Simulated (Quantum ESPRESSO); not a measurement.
## YN: fields calculation (part 2 of 2)

YN (Fm-3m, 2 atoms in the cell); Kohn-Sham DFT of a periodic cell, vdW-DF-cx, SPMS 1.0 PBE, no spin polarisation (Quantum ESPRESSO 7.5); cutoff 952.4 eV, 9×9×9 k-mesh, fixed occupations. The structure derives from an entry of the Crystallography Open Database.

Geometry of the input (Å; fractional positions):
```
0.0000  2.4385  2.4385
2.4385  0.0000  2.4385
2.4385  2.4385  0.0000
Y  0.0000  0.0000  0.0000
N  0.5000  0.5000  0.5000
```

## Log, continued
```
   -28.5186  -8.9693  -8.4825  -8.4744   0.0532   9.3272  11.0488  11.2919
    13.7010  18.3156  18.3765  18.3963  18.7015  22.1965

          k = 0.4714 0.1571-0.1571 (  1935 PWs)   bands (ev):

   -28.4877  -9.1667  -8.5692  -8.4873   0.2798   9.2144  10.3408  10.7471
    14.5212  18.5971  19.0104  19.6773  20.0992  22.5786

          k =-0.1571-0.4714 0.4714 (  1940 PWs)   bands (ev):

   -28.4733  -9.2465  -8.6630  -8.4600   0.4730   8.9427  10.1946  10.2764
    15.8072  17.9021  18.7458  20.3026  21.5870  23.0737

          k =-0.0786-0.3928 0.3928 (  1934 PWs)   bands (ev):

   -28.4824  -9.1997  -8.6954  -8.4048   0.5472   8.7489  10.0316  10.4225
    16.8848  17.3152  17.8259  19.5226  22.3284  22.8048

          k = 0.0000-0.3143 0.3143 (  1935 PWs)   bands (ev):

   -28.5106  -9.0865  -8.6073  -8.3469   0.4391   8.8892  10.0651  10.7268
    16.1906  16.8963  18.0075  18.6955  21.1937  21.9151

          k = 0.4714-0.0000 0.0000 (  1948 PWs)   bands (ev):

   -28.4958  -9.0213  -8.5407  -8.5407  -0.1237   9.6233  11.5861  11.5861
    12.7457  18.4376  18.4690  19.1475  19.1475  22.5089

          k = 0.5500 0.0786-0.0786 (  1934 PWs)   bands (ev):

   -28.4726  -9.1064  -8.6291  -8.5681  -0.1383   9.9611  11.0267  11.3768
    13.1345  19.0483  19.1984  19.5650  19.5924  22.6436

          k =-0.0786-0.5500 0.5500 (  1927 PWs)   bands (ev):

   -28.4599  -9.0919  -8.8063  -8.5447   0.0295   9.9509  10.4583  10.8742
    14.2028  18.6010  19.3202  19.9725  20.4748  23.5356

          k =-0.0000-0.4714 0.4714 (  1935 PWs)   bands (ev):

   -28.4638  -9.0486  -8.9163  -8.4806   0.3043   9.2912  10.3680  10.4632
    15.6846  17.6926  18.5721  19.7284  21.7122  24.4587

          k = 0.6285-0.0000 0.0000 (  1948 PWs)   bands (ev):

   -28.4594  -9.1516  -8.6140  -8.6140  -0.3663  10.4220  11.6801  11.6801
    12.2693  18.9236  19.2664  19.9445  19.9445  22.3933

          k = 0.0000-0.6285 0.6285 (  1938 PWs)   bands (ev):

   -28.4544  -9.1360  -8.6969  -8.6049  -0.2995  10.5577  10.9971  11.4484
    12.9609  19.4391  19.5189  19.5823  19.8432  23.6471

          k = 0.3143 0.1571 0.0000 (  1943 PWs)   bands (ev):

   -28.5398  -8.9019  -8.4787  -8.3608   0.0925   9.3607  10.7416  11.1694
    14.5892  17.2545  17.7761  17.9239  19.1904  21.4389

          k = 0.3928 0.2357-0.0786 (  1932 PWs)   bands (ev):

   -28.5041  -9.1276  -8.5638  -8.3994   0.3897   8.9638  10.2139  10.6949
    15.2075  17.9992  18.2768  18.9762  20.6089  22.2807

          k =-0.2357-0.3928 0.5500 (  1939 PWs)   bands (ev):

   -28.4806  -9.2755  -8.5956  -8.4405   0.5716   8.7252  10.0560  10.2684
    16.2475  17.5713  18.7300  20.0677  21.7644  22.7096

          k = 0.4714 0.1571 0.0000 (  1940 PWs)   bands (ev):

   -28.4906  -9.0710  -8.6009  -8.5061   0.0836   9.4724  10.8044  11.0130
    13.8878  18.4490  18.9894  19.0329  19.8215  22.6350

          k =-0.1571-0.4714 0.6285 (  1928 PWs)   bands (ev):

   -28.4689  -9.1222  -8.7137  -8.5481   0.1809   9.5692  10.3774  10.6915
    14.7344  18.0028  19.4192  19.5657  20.9897  23.2878

          k =-0.0786-0.3928 0.5500 (  1933 PWs)   bands (ev):

   -28.4638  -9.1102  -8.8093  -8.5266   0.3057   9.3225  10.3682  10.4127
    15.9965  16.8667  19.2591  19.8508  21.4935  24.2896

          k = 0.0000-0.3143 0.4714 (  1930 PWs)   bands (ev):

   -28.4778  -9.1209  -8.7506  -8.4592   0.3925   9.0729  10.1714  10.5703
    15.8712  17.4329  18.6266  19.2560  21.8235  23.3071

          k =-0.0786-0.5500 0.7071 (  1932 PWs)   bands (ev):

   -28.4585  -9.1074  -8.6797  -8.6396  -0.1628  10.3285  10.9002  10.9786
    13.5534  18.7793  19.2895  19.9284  20.1676  23.1192

          k =-0.0000-0.4714 0.6285 (  1931 PWs)   bands (ev):

   -28.4551  -9.0220  -8.8520  -8.6155   0.0163  10.0785  10.4969  10.7326
    14.5815  17.7910  19.5879  19.8108  20.7815  24.1094

          k =-0.0786-0.3928 0.7071 (  1924 PWs)   bands (ev):

   -28.4566  -8.9972  -8.8425  -8.6554   0.1307   9.7986  10.4627  10.5624
    15.5698  16.7341  19.4977  19.8790  21.0993  24.4582

     highest occupied, lowest unoccupied level (ev):    12.0905   12.2693

!    total energy              =    -103.26430451 Ry
     estimated scf accuracy    <          8.5E-11 Ry

     The total energy is the sum of the following terms:
     one-electron contribution =      -8.37221858 Ry
     hartree contribution      =      13.01916342 Ry
     xc contribution           =     -22.27281188 Ry
     ewald contribution        =     -85.63843747 Ry

     convergence has been achieved in  12 iterations

     Forces acting on atoms (cartesian axes, Ry/au):

     atom    1 type  1   force =     0.00000000    0.00000000    0.00000000
     atom    2 type  2   force =     0.00000000    0.00000000   -0.00000000

     Total force =     0.000000     Total SCF correction =     0.000000

     Computing stress (Cartesian axis) and pressure

          total   stress  (Ry/bohr**3)                   (kbar)     P=      -11.95
  -0.00008122  -0.00000000  -0.00000000          -11.95       -0.00       -0.00
  -0.00000000  -0.00008122  -0.00000000           -0.00      -11.95       -0.00
  -0.00000000  -0.00000000  -0.00008122           -0.00       -0.00      -11.95

=------------------------------------------------------------------------------=
   JOB DONE.
=------------------------------------------------------------------------------=
```

## File pp_potential.out
```
This program is part of the open-source Quantum ESPRESSO suite
     for quantum simulation of materials; please cite
         "P. Giannozzi et al., J. Phys.:Condens. Matter 21 395502 (2009);
         "P. Giannozzi et al., J. Phys.:Condens. Matter 29 465901 (2017);
         "P. Giannozzi et al., J. Chem. Phys. 152 154105 (2020);
          URL
     in publications or presentations arising from this work. More details at

     ./tmp/pwscf.save/

     IMPORTANT: XC functional enforced from input :
     Exchange-correlation= VDW-DF-CX
                           (   1   4  27   0   1   0   0)
     Any further DFT definition will be discarded
     Please, verify this is what you really want

     G-vector sticks info
     --------------------
     sticks:   dense  smooth     PW     G-vecs:    dense   smooth      PW
     Sum         823     823    253                15473    15473    2637

     Using Slab Decomposition

     %%%%%%%%%%%%%%%%%%%%%%%%%%%%%%%%%%%%%%%%%%%%%%%%%%%%%%%%%%%%%%%%%%%%%%%%
     %                                                                      %
     % You are using vdW-DF, which was implemented by the Thonhauser group. %
     % Please cite the following two papers that made this development      %
     % possible and the two reviews that describe the various versions:     %
     %                                                                      %
     %   T. Thonhauser et al., PRL 115, 136402 (2015).                      %
     %   T. Thonhauser et al., PRB 76, 125112 (2007).                       %
     %   K. Berland et al., Rep. Prog. Phys. 78, 066501 (2015).             %
     %   D.C. Langreth et al., J. Phys.: Condens. Matter 21, 084203 (2009). %
     %                                                                      %
     % If you are calculating stress with vdW-DF, please also cite:         %
     %                                                                      %
     %   R. Sabatini et al., J. Phys.: Condens. Matter 24, 424209 (2012).   %
     %                                                                      %
     %%%%%%%%%%%%%%%%%%%%%%%%%%%%%%%%%%%%%%%%%%%%%%%%%%%%%%%%%%%%%%%%%%%%%%%%

     %%%%%%%%%%%%%%%%%%%%%%%%%%%%%%%%%%%%%%%%%%%%%%%%%%%%%%%%%%%%%%%%%%%%%%%%
     %                                                                      %
     %  vdW-DF NEWS:                                                        %
     %                                                                      %
     %  * vdW-DF3 is now available. DOI: 10.1021/acs.jctc.0c00471           %
     %    use with input_dft = 'vdW-DF3-opt1' or 'vdW-DF3-opt2'             %
     %                                                                      %
     %  * Unscreened and range-separated hybrid vdW-DF-cx functionals       %
     %    DOI: 10.1063/1.4986522 and 10.1088/1361-648X/ac2ad2               %
     %    use with input_dft = 'vdW-DF-cx0'    and 'vdW-DF-ahcx'            %
     %  * Unscreened and range-separated hybrid vdW-DF2-b86r functionals    %
     %    DOI: 10.1063/1.4986522 and DOI: 10.1103/PhysRevX.12.041003        %
     %    use with input_dft = 'vdW-DF2-br0' and 'vdW-DF2-ahbr'             %
     %                                                                      %
     %%%%%%%%%%%%%%%%%%%%%%%%%%%%%%%%%%%%%%%%%%%%%%%%%%%%%%%%%%%%%%%%%%%%%%%%

     Calling punch_plot, plot_num =  11
     Writing data to file  potential.dat
     Reading data from file  potential.dat

     Writing data to be plotted to file potential.cube
     Plot Type: 3D                     Output format: Gaussian cube

=------------------------------------------------------------------------------=
   JOB DONE.
=------------------------------------------------------------------------------=
```

## File pp_elf.out
```
This program is part of the open-source Quantum ESPRESSO suite
     for quantum simulation of materials; please cite
         "P. Giannozzi et al., J. Phys.:Condens. Matter 21 395502 (2009);
         "P. Giannozzi et al., J. Phys.:Condens. Matter 29 465901 (2017);
         "P. Giannozzi et al., J. Chem. Phys. 152 154105 (2020);
          URL
     in publications or presentations arising from this work. More details at

     ./tmp/pwscf.save/

     IMPORTANT: XC functional enforced from input :
     Exchange-correlation= VDW-DF-CX
                           (   1   4  27   0   1   0   0)
     Any further DFT definition will be discarded
     Please, verify this is what you really want

     G-vector sticks info
     --------------------
     sticks:   dense  smooth     PW     G-vecs:    dense   smooth      PW
     Sum         823     823    253                15473    15473    2637

     Using Slab Decomposition

     %%%%%%%%%%%%%%%%%%%%%%%%%%%%%%%%%%%%%%%%%%%%%%%%%%%%%%%%%%%%%%%%%%%%%%%%
     %                                                                      %
     % You are using vdW-DF, which was implemented by the Thonhauser group. %
     % Please cite the following two papers that made this development      %
     % possible and the two reviews that describe the various versions:     %
     %                                                                      %
     %   T. Thonhauser et al., PRL 115, 136402 (2015).                      %
     %   T. Thonhauser et al., PRB 76, 125112 (2007).                       %
     %   K. Berland et al., Rep. Prog. Phys. 78, 066501 (2015).             %
     %   D.C. Langreth et al., J. Phys.: Condens. Matter 21, 084203 (2009). %
     %                                                                      %
     % If you are calculating stress with vdW-DF, please also cite:         %
     %                                                                      %
     %   R. Sabatini et al., J. Phys.: Condens. Matter 24, 424209 (2012).   %
     %                                                                      %
     %%%%%%%%%%%%%%%%%%%%%%%%%%%%%%%%%%%%%%%%%%%%%%%%%%%%%%%%%%%%%%%%%%%%%%%%

     %%%%%%%%%%%%%%%%%%%%%%%%%%%%%%%%%%%%%%%%%%%%%%%%%%%%%%%%%%%%%%%%%%%%%%%%
     %                                                                      %
     %  vdW-DF NEWS:                                                        %
     %                                                                      %
     %  * vdW-DF3 is now available. DOI: 10.1021/acs.jctc.0c00471           %
     %    use with input_dft = 'vdW-DF3-opt1' or 'vdW-DF3-opt2'             %
     %                                                                      %
     %  * Unscreened and range-separated hybrid vdW-DF-cx functionals       %
     %    DOI: 10.1063/1.4986522 and 10.1088/1361-648X/ac2ad2               %
     %    use with input_dft = 'vdW-DF-cx0'    and 'vdW-DF-ahcx'            %
     %  * Unscreened and range-separated hybrid vdW-DF2-b86r functionals    %
     %    DOI: 10.1063/1.4986522 and DOI: 10.1103/PhysRevX.12.041003        %
     %    use with input_dft = 'vdW-DF2-br0' and 'vdW-DF2-ahbr'             %
     %                                                                      %
     %%%%%%%%%%%%%%%%%%%%%%%%%%%%%%%%%%%%%%%%%%%%%%%%%%%%%%%%%%%%%%%%%%%%%%%%

     Calling punch_plot, plot_num =   8
     Message from routine do_elf_kin:
     elf/kin + US not fully implemented
     Writing data to file  elf.dat
     Reading data from file  elf.dat

     Writing data to be plotted to file elf.cube
     Plot Type: 3D                     Output format: Gaussian cube

=------------------------------------------------------------------------------=
   JOB DONE.
=------------------------------------------------------------------------------=
```

## File pp_potential_ks.out
```
This program is part of the open-source Quantum ESPRESSO suite
     for quantum simulation of materials; please cite
         "P. Giannozzi et al., J. Phys.:Condens. Matter 21 395502 (2009);
         "P. Giannozzi et al., J. Phys.:Condens. Matter 29 465901 (2017);
         "P. Giannozzi et al., J. Chem. Phys. 152 154105 (2020);
          URL
     in publications or presentations arising from this work. More details at

     ./tmp/pwscf.save/

     IMPORTANT: XC functional enforced from input :
     Exchange-correlation= VDW-DF-CX
                           (   1   4  27   0   1   0   0)
     Any further DFT definition will be discarded
     Please, verify this is what you really want

     G-vector sticks info
     --------------------
     sticks:   dense  smooth     PW     G-vecs:    dense   smooth      PW
     Sum         823     823    253                15473    15473    2637

     Using Slab Decomposition

     %%%%%%%%%%%%%%%%%%%%%%%%%%%%%%%%%%%%%%%%%%%%%%%%%%%%%%%%%%%%%%%%%%%%%%%%
     %                                                                      %
     % You are using vdW-DF, which was implemented by the Thonhauser group. %
     % Please cite the following two papers that made this development      %
     % possible and the two reviews that describe the various versions:     %
     %                                                                      %
     %   T. Thonhauser et al., PRL 115, 136402 (2015).                      %
     %   T. Thonhauser et al., PRB 76, 125112 (2007).                       %
     %   K. Berland et al., Rep. Prog. Phys. 78, 066501 (2015).             %
     %   D.C. Langreth et al., J. Phys.: Condens. Matter 21, 084203 (2009). %
     %                                                                      %
     % If you are calculating stress with vdW-DF, please also cite:         %
     %                                                                      %
     %   R. Sabatini et al., J. Phys.: Condens. Matter 24, 424209 (2012).   %
     %                                                                      %
     %%%%%%%%%%%%%%%%%%%%%%%%%%%%%%%%%%%%%%%%%%%%%%%%%%%%%%%%%%%%%%%%%%%%%%%%

     %%%%%%%%%%%%%%%%%%%%%%%%%%%%%%%%%%%%%%%%%%%%%%%%%%%%%%%%%%%%%%%%%%%%%%%%
     %                                                                      %
     %  vdW-DF NEWS:                                                        %
     %                                                                      %
     %  * vdW-DF3 is now available. DOI: 10.1021/acs.jctc.0c00471           %
     %    use with input_dft = 'vdW-DF3-opt1' or 'vdW-DF3-opt2'             %
     %                                                                      %
     %  * Unscreened and range-separated hybrid vdW-DF-cx functionals       %
     %    DOI: 10.1063/1.4986522 and 10.1088/1361-648X/ac2ad2               %
     %    use with input_dft = 'vdW-DF-cx0'    and 'vdW-DF-ahcx'            %
     %  * Unscreened and range-separated hybrid vdW-DF2-b86r functionals    %
     %    DOI: 10.1063/1.4986522 and DOI: 10.1103/PhysRevX.12.041003        %
     %    use with input_dft = 'vdW-DF2-br0' and 'vdW-DF2-ahbr'             %
     %                                                                      %
     %%%%%%%%%%%%%%%%%%%%%%%%%%%%%%%%%%%%%%%%%%%%%%%%%%%%%%%%%%%%%%%%%%%%%%%%

     Calling punch_plot, plot_num =   1
     Writing data to file  potential_ks.dat
     Reading data from file  potential_ks.dat

     Writing data to be plotted to file potential_ks.cube
     Plot Type: 3D                     Output format: Gaussian cube

=------------------------------------------------------------------------------=
   JOB DONE.
=------------------------------------------------------------------------------=
```

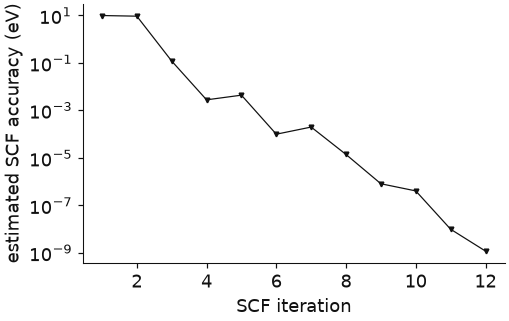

**Figure 1.** Convergence of the self-consistent field: estimated SCF accuracy against the iteration. The field takes 12 iterations in all.
